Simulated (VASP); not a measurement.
Geometry relaxation of MgO

The run: geometry relaxation of MgO (Fm-3m, 2 atoms in the cell). Method and program: Kohn-Sham DFT of a periodic cell, r2SCAN, VASP PAW PBE potentials, recommended, no spin polarisation (VASP 6.6.1).

The structure derives from an entry of the Crystallography Open Database.

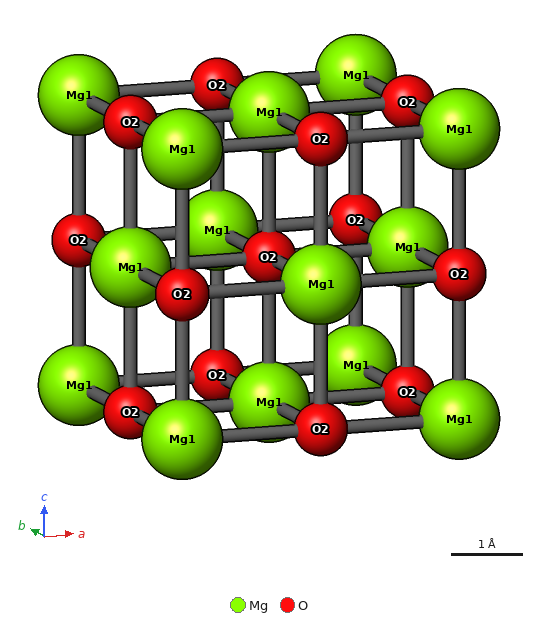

The input geometry (ball-and-stick view of the cell 4 times as large as that of the calculation, set on its symmetry axes, seen slightly off an axis; atoms are numbered from 1 in the order of the input). An atom can appear more than once, as a periodic image. Near neighbours in the periodic cell (some may lie outside the picture): Mg has 6 O at 2.11 Å; O has 6 Mg at 2.11 Å.

### Results in brief

- outcome: converged
- space group (tolerance 0.01 Å): Fm-3m (225)
- electrons treated: 8
- free energy: −16.1624 eV
- gap on the k-point mesh: 5.55 eV
- pressure: −3.24 GPa
- final volume: 18.80 Å³
- largest force (length of the vector): under 0.001 eV/Å
- hardware: 1 thread of AMD EPYC (Zen 3), 360 GiB of memory available, shared host
- wall time: 3 min
- peak memory: 0.12 GiB

### INCAR
```
ALGO     = Normal         # electronic algorithm
EDIFF    = 1E-7           # SCF threshold, eV
EDIFFG   = -0.01          # ionic threshold
ENCUT    = 600            # plane-wave cutoff, eV
IBRION   = 2              # ionic algorithm
ISIF     = 2              # what is computed and relaxed
ISMEAR   = 0              # smearing method
LASPH    = T              # aspherical terms in the spheres
LCHARG   = F              # write CHGCAR
LMIXTAU  = T            
LREAL    = F              # projectors in reciprocal space
LWAVE    = F              # write WAVECAR
METAGGA  = R2SCAN         # meta-GGA
NELM     = 80             # most SCF steps
NSW      = 40             # ionic steps
PREC     = Accurate       # precision mode
SIGMA    = 0.03           # smearing width, eV
```

### KPOINTS
```
k-points
0
Gamma
  12 12 12
```

### POSCAR
```
MgO                                     
1.0
    0.0000000000      2.1102996504      2.1102996504
    2.1102996504      0.0000000000      2.1102996504
    2.1102996504      2.1102996504      0.0000000000
  Mg              O             
     1     1
Direct
     0.0000000000000000    0.0000000000000000    0.0000000000000000
     0.5000000000000000    0.5000000000000000    0.5000000000000000
```

Launch command:
```bash
cat potpaw_PBE.64/Mg/POTCAR potpaw_PBE.64/O/POTCAR > POTCAR
mpirun -np 1 vasp_std > vasp.out
```

### OSZICAR
```
N       E                     dE             d eps       ncg     rms          rms(c)
DAV:   1     0.103547740037E+02    0.10355E+02   -0.54372E+03  1352   0.103E+03
DAV:   2    -0.193989929097E+02   -0.29754E+02   -0.29737E+02  1368   0.157E+02
DAV:   3    -0.198521590880E+02   -0.45317E+00   -0.45317E+00  1584   0.215E+01
DAV:   4    -0.198525968588E+02   -0.43777E-03   -0.43777E-03  1472   0.616E-01
DAV:   5    -0.198525970763E+02   -0.21753E-06   -0.21753E-06  1568   0.139E-02    0.681E+00
DAV:   6    -0.159515794373E+02    0.39010E+01   -0.50194E+00  1152   0.157E+01    0.200E+00
DAV:   7    -0.163015221680E+02   -0.34994E+00   -0.12448E+00  1168   0.964E+00    0.193E+00
DAV:   8    -0.160705275171E+02    0.23099E+00   -0.19612E+00  1152   0.124E+01    0.195E+00
DAV:   9    -0.160911852622E+02   -0.20658E-01   -0.63548E-01  1152   0.679E+00    0.445E-01
DAV:  10    -0.161619638892E+02   -0.70779E-01   -0.49740E-02  1152   0.233E+00    0.150E-01
DAV:  11    -0.161622306094E+02   -0.26672E-03   -0.45484E-04  1608   0.229E-01    0.109E-01
DAV:  12    -0.161622840795E+02   -0.53470E-04   -0.43628E-04  1240   0.225E-01    0.612E-02
DAV:  13    -0.161622856471E+02   -0.15676E-05   -0.66527E-04  1208   0.285E-01    0.450E-03
DAV:  14    -0.161624004711E+02   -0.11482E-03   -0.39734E-05  1168   0.106E-01    0.281E-03
DAV:  15    -0.161623873917E+02    0.13079E-04   -0.18493E-06  1328   0.185E-02    0.371E-03
DAV:  16    -0.161623975782E+02   -0.10186E-04   -0.12926E-06  1384   0.107E-02    0.589E-04
DAV:  17    -0.161623961397E+02    0.14385E-05   -0.12439E-07  1216   0.604E-03    0.180E-04
DAV:  18    -0.161623970719E+02   -0.93217E-06   -0.38105E-09   680   0.859E-04    0.595E-05
DAV:  19    -0.161623967687E+02    0.30323E-06   -0.13011E-09   656   0.457E-04    0.205E-05
DAV:  20    -0.161623970758E+02   -0.30718E-06   -0.41488E-10   616   0.249E-04    0.132E-05
DAV:  21    -0.161623970749E+02    0.94769E-09   -0.20952E-11   624   0.736E-05
   1 F= -.16162397E+02 E0= -.16162397E+02  d E =-.161624E+02
```

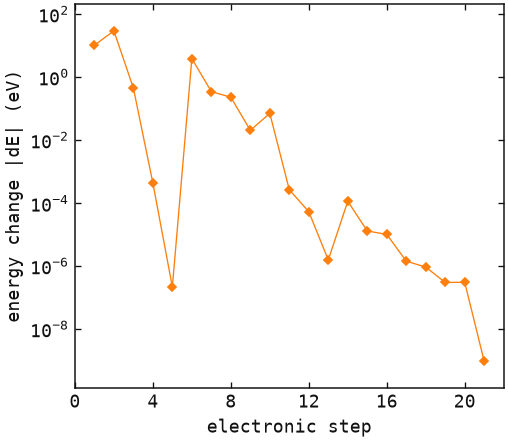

Convergence of the self-consistent field: energy change |dE| against the electronic step. It takes 21 electronic steps. The density is held fixed in the first few steps, and dE rises again when its update begins.

### Parts of OUTCAR
```
EDIFF = 1E-7
   EDIFFG = -0.01
   ENCUT = 600
   IBRION = 2
   ISIF = 2
   ISMEAR = 0
   LASPH = T
   LREAL = F
   METAGGA = R2SCAN
   NELM = 80
   NSW = 40
   PREC = Accurate

 ion  position               nearest neighbor table
   1  0.000  0.000  0.000-   2 2.11   2 2.11   2 2.11   2 2.11   2 2.11   2 2.11
   2  0.500  0.500  0.500-   1 2.11   1 2.11   1 2.11   1 2.11   1 2.11   1 2.11

  LATTYP: Found a face centered cubic cell.
 ALAT       =     4.2205993008

  Lattice vectors:

 A1 = (   0.0000000000,   2.1102996504,   2.1102996504)
 A2 = (   2.1102996504,   0.0000000000,   2.1102996504)
 A3 = (   2.1102996504,   2.1102996504,   0.0000000000)

Analysis of symmetry for initial positions (statically):
=====================================================================
 Subroutine PRICEL returns:
 Original cell was already a primitive cell.

 Routine SETGRP: Setting up the symmetry group for a
 face centered cubic supercell.

 Subroutine GETGRP returns: Found 48 space group operations
 (whereof 48 operations were pure point group operations)
 out of a pool of 48 trial point group operations.

The static configuration has the point symmetry O_h .

Analysis of symmetry for dynamics (positions and initial velocities):
=====================================================================
 Subroutine PRICEL returns:
 Original cell was already a primitive cell.

 Routine SETGRP: Setting up the symmetry group for a
 face centered cubic supercell.

 Subroutine GETGRP returns: Found 48 space group operations
 (whereof 48 operations were pure point group operations)
 out of a pool of 48 trial point group operations.

The dynamic configuration has the point symmetry O_h .

 Subroutine INISYM returns: Found 48 space group operations
 (whereof 48 operations are pure point group operations),
 and found     1 'primitive' translations

----------------------------------------------------------------------------------------

                                     Primitive cell

  volume of cell :      18.7959

  direct lattice vectors                    reciprocal lattice vectors
     0.000000000  2.110299650  2.110299650    -0.236933177  0.236933177  0.236933177
     2.110299650  0.000000000  2.110299650     0.236933177 -0.236933177  0.236933177
     2.110299650  2.110299650  0.000000000     0.236933177  0.236933177 -0.236933177

  length of vectors
     2.984414386  2.984414386  2.984414386     0.410380300  0.410380300  0.410380300

  position of ions in fractional coordinates (direct lattice)
     0.000000000  0.000000000  0.000000000
     0.500000000  0.500000000  0.500000000

  ion indices of the primitive-cell ions
   primitive index   ion index
                 1           1
                 2           2

----------------------------------------------------------------------------------------

 KPOINTS: k-points

Automatic generation of k-mesh.
 Grid dimensions read from file:
 generate k-points for:   12   12   12

 Generating k-lattice:

  Cartesian coordinates                     Fractional coordinates (reciprocal lattice)
    -0.019744431  0.019744431  0.019744431     0.083333333  0.000000000  0.000000000
     0.019744431 -0.019744431  0.019744431     0.000000000  0.083333333  0.000000000
     0.019744431  0.019744431 -0.019744431     0.000000000  0.000000000  0.083333333

  Length of vectors
     0.034198358  0.034198358  0.034198358

  Shift w.r.t. Gamma in fractional coordinates (k-lattice)
     0.000000000  0.000000000  0.000000000

 Subroutine IBZKPT returns following result:
 ===========================================

 Found     72 irreducible k-points:

 Following reciprocal coordinates:
            Coordinates               Weight
  0.000000  0.000000  0.000000      1.000000
  0.083333  0.000000  0.000000      8.000000
  0.166667  0.000000  0.000000      8.000000
  0.250000  0.000000  0.000000      8.000000
  0.333333  0.000000  0.000000      8.000000
  0.416667  0.000000  0.000000      8.000000
  0.500000  0.000000  0.000000      4.000000
  0.083333  0.083333  0.000000      6.000000
  0.166667  0.083333  0.000000     24.000000
  0.250000  0.083333  0.000000     24.000000
  0.333333  0.083333  0.000000     24.000000
  0.416667  0.083333  0.000000     24.000000
  0.500000  0.083333  0.000000     24.000000
 -0.416667  0.083333  0.000000     24.000000
 -0.333333  0.083333  0.000000     24.000000
 -0.250000  0.083333  0.000000     24.000000
 -0.166667  0.083333  0.000000     24.000000
 -0.083333  0.083333  0.000000     12.000000
  0.166667  0.166667  0.000000      6.000000
  0.250000  0.166667  0.000000     24.000000
  0.333333  0.166667  0.000000     24.000000
  0.416667  0.166667  0.000000     24.000000
  0.500000  0.166667  0.000000     24.000000
 -0.416667  0.166667  0.000000     24.000000
 [... further k-points ...]
   k-points           NKPTS =     72   k-points in BZ     NKDIM =     72   number of bands    NBANDS=      8
   number of dos      NEDOS =    301   number of ions     NIONS =      2
   total plane-waves  NPLWV =  13824
   dimension x,y,z NGX =    24 NGY =   24 NGZ =   24
   dimension x,y,z NGXF=    48 NGYF=   48 NGZF=   48
   ions per type =               1   1
   NGX,Y,Z   is equivalent  to a cutoff of  13.37, 13.37, 13.37 a.u.
   NGXF,Y,Z  is equivalent  to a cutoff of  26.74, 26.74, 26.74 a.u.
 SYSTEM =  unknown system
   PREC   = accura    normal or accurate (medium, high low for compatibility)
   ISTART =      0    job   : 0-new  1-cont  2-samecut
   ICHARG =      2    charge: 1-file 2-atom 10-const
   ISPIN  =      1    spin polarized calculation?
   LNONCOLLINEAR =      F non collinear calculations
   LSORBIT =      F    spin-orbit coupling
   LASPH  =      T    aspherical Exc in radial PAW
   ENCUT  =  600.0 eV  44.10 Ry    6.64 a.u.   5.96  5.96  5.96*2*pi/ulx,y,z
   NELM   =     80;   NELMIN=  2; NELMDL= -5     # of ELM steps
   EDIFF  = 0.1E-06   stopping-criterion for ELM
   LREAL  =      F    real-space projection
   EDIFFG = -.1E-01   stopping-criterion for IOM
   NSW    =     40    number of steps for IOM
   IBRION =      2    ionic relax: 0-MD 1-quasi-New 2-CG
   NFREE  =      1    steps in history (QN), initial steepest desc. (CG)
   ISIF   =      2    stress and relaxation
   ISYM   =      2    0-nonsym 1-usesym 2-fastsym
   POTIM  = 0.5000    time-step for ionic-motion
   TEBEG  =    0.0;   TEEND  =   0.0 temperature during run
   PSTRESS=    0.0 pullay stress
   NELECT =       8.0000    total number of electrons
   NUPDOWN=      -1.0000    fix difference up-down
   EMIN   =  10.00;   EMAX   =-10.00  energy-range for DOS
   EFERMI =   0.00;   METHOD = LEGACY
   ISMEAR =     0;   SIGMA  =   0.03  broadening in eV -4-tet -1-fermi 0-gaus
   EFERMI_NEDOS =   21; number of points for ismear=-14 and -15
   IALGO  =     38    algorithm
   IMIX   =      4    mixing-type and parameters
     AMIX     =   0.40;   BMIX     =  1.00
     AMIX_MAG =   1.60;   BMIX_MAG =  1.00
  volume/ion in A,a.u.               =       9.40        63.42
  Fermi-wavevector in a.u.,A,eV,Ry     =   1.231452  2.327106 20.632870  1.516473
  Thomas-Fermi vector in A             =   2.366261
   LORBIT       =      0    0 simple, 1 ext, 2 COOP (PROOUT), +10 PAW based schemes
   METAGGA = R2SCAN    functional components
   LHFCALC =     F    Hartree Fock is set to
   AEXX    =    0.0000 exact exchange contribution
   IVDW    =     0    specifies the selected vdW correction
   LEPSILON=     F    determine dielectric tensor
   LRPA    =     F    only Hartree local field effects (RPA)
 conjugate gradient relaxation of ions
 non-spin polarized calculation
 Gauss-broadening in eV      SIGMA  =   0.03
  energy-cutoff  :      600.00
  volume of cell :       18.80
 maximum number of plane-waves:       642
   NGX = 11   NGY = 11   NGZ = 11

 number of electron       8.0000005 magnetization

 Free energy of the ion-electron system (eV)
  ---------------------------------------------------
  ext. energy  EPLUGINS =         0.00000000
  ---------------------------------------------------
  free energy    TOTEN  =       -16.16239707 eV

  energy without entropy =      -16.16239707  energy(sigma->0) =      -16.16239707

 E-fermi :   2.9537     XC(G=0): -11.5621     alpha+bet :-13.0810

 val. band max:        2.7295310639   @ k =   0.0000   0.0000   0.0000
 cond. band min:       8.2750507011   @ k =   0.0000   0.0000   0.0000
 fundamental gap:      5.5455196372
 Fermi energy:         2.9536682098

 k-point     1 :       0.0000    0.0000    0.0000
  band No.  band energies     occupation
      1     -15.4392      2.00000
      2       2.7295      2.00000
      3       2.7295      2.00000
      4       2.7295      2.00000
      5       8.2751      0.00000
      6      19.5305      0.00000
      7      19.5306      0.00000
      8      19.5306      0.00000

 k-point     2 :       0.0833    0.0000    0.0000
  band No.  band energies     occupation
      1     -15.3676      2.00000
      2       2.2786      2.00000
      3       2.6812      2.00000
      4       2.6812      2.00000
      5       8.7187      0.00000
      6      18.5807      0.00000
      7      19.7081      0.00000
      8      19.7081      0.00000

 k-point     3 :       0.1667    0.0000    0.0000
  band No.  band energies     occupation
      1     -15.1651      2.00000
      2       1.2564      2.00000
      3       2.5523      2.00000
      4       2.5523      2.00000
      5       9.6916      0.00000
      6      17.2083      0.00000
      7      20.1283      0.00000
      8      20.1283      0.00000

 k-point     4 :       0.2500    0.0000    0.0000
  band No.  band energies     occupation
      1     -14.8714      2.00000
      2       0.1063      2.00000
      3       2.3830      2.00000
      4       2.3830      2.00000
      5      10.6578      0.00000
      6      16.3237      0.00000
      7      20.4283      0.00000
      8      20.4283      0.00000

 k-point     5 :       0.3333    0.0000    0.0000
  band No.  band energies     occupation
      1     -14.5540      2.00000
      2      -0.9073      2.00000
      3       2.2205      2.00000
      4       2.2205      2.00000
      5      11.2572      0.00000
      6      16.1064      0.00000
      7      20.3585      0.00000
      8      20.3585      0.00000

 [... the levels of 18 k-points are left out ...]

 k-point    24 :      -0.4167    0.1667    0.0000
  band No.  band energies     occupation
      1     -14.1244      2.00000
      2      -1.4531      2.00000
      3       1.1560      2.00000
      4       1.9345      2.00000
      5      12.6700      0.00000
      6      16.1807      0.00000
      7      18.0050      0.00000
      8      20.7732      0.00000

 [... further k-points ...]

------------------------ aborting loop because EDIFF is reached ----------------------------------------

  FORCE on cell =-STRESS in cart. coord.  units (eV):
  Direction    XX          YY          ZZ          XY          YZ          ZX
  --------------------------------------------------------------------------------------
  -------------------------------------------------------------------------------------
  Total       -0.3796855     -0.3796855     -0.3796855      0.0000000      0.0000000     -0.0000000
  in kB      -32.3647438    -32.3647438    -32.3647438      0.0000000      0.0000000     -0.0000000
  external PRESSURE =     -32.3647438 kB  Pullay stress =       0.0000000 kB

 VOLUME and BASIS-vectors are now :
 -----------------------------------------------------------------------------
  energy-cutoff  :      600.00
  volume of cell :       18.80
      direct lattice vectors                 reciprocal lattice vectors
     0.000000000  2.110299650  2.110299650    -0.236933177  0.236933177  0.236933177
     2.110299650  0.000000000  2.110299650     0.236933177 -0.236933177  0.236933177
     2.110299650  2.110299650  0.000000000     0.236933177  0.236933177 -0.236933177

 POSITION                                       TOTAL-FORCE (eV/Angst)
 -----------------------------------------------------------------------------------
      0.00000      0.00000      0.00000        -0.000000     -0.000000     -0.000000
      2.11030      2.11030      2.11030         0.000000      0.000000      0.000000
 -----------------------------------------------------------------------------------
    total drift:                               -0.000000     -0.000000      0.000000

  FREE ENERGIE OF THE ION-ELECTRON SYSTEM (eV)
  ---------------------------------------------------
  free  energy   TOTEN  =       -16.1623970749 eV

  energy  without entropy=      -16.1623970749  energy(sigma->0) =      -16.16239707

 reached required accuracy - stopping structural energy minimisation
```

### CONTCAR
```
MgO
   1.00000000000000
     0.0000000000000000    2.1102996504000000    2.1102996504000000
     2.1102996504000000    0.0000000000000000    2.1102996504000000
     2.1102996504000000    2.1102996504000000    0.0000000000000000
  Mg              O
     1     1
Direct
     0.0000000000000000    0.0000000000000000    0.0000000000000000
     0.5000000000000000    0.5000000000000000    0.5000000000000000

  0.00000000E+00  0.00000000E+00  0.00000000E+00
  0.00000000E+00  0.00000000E+00  0.00000000E+00
```
